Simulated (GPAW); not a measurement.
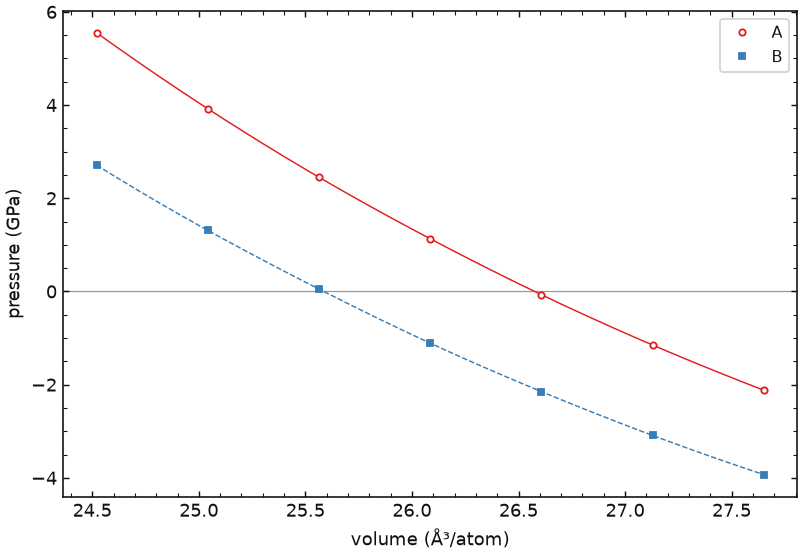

The plot gives the computed pressure against volume, with one curve for each functional, for PbS (space group Fm-3m). The labels are replaced by letters. In alphabetical order the cases are: PBEsol; r2SCAN.

Computed with GPAW 26.7.0: PAW DFT in plane waves, on a grid or in atomic orbitals, no spin polarisation; energies at scaled volumes of the given cell, shape and fractions fixed, counted from the fit's minimum, third-order Birch-Murnaghan fit. All runs: no spin polarisation.

```
       setting        value
        k mesh        8×8×8
   occupations  Fermi–Dirac
smearing width      0.05 eV
   wave cutoff       600 eV
```

Q: Which letter stands for which functional?

A: A: r2SCAN; B: PBEsol.

Limits of the calculation: spin-orbit coupling left out, heavy elements.
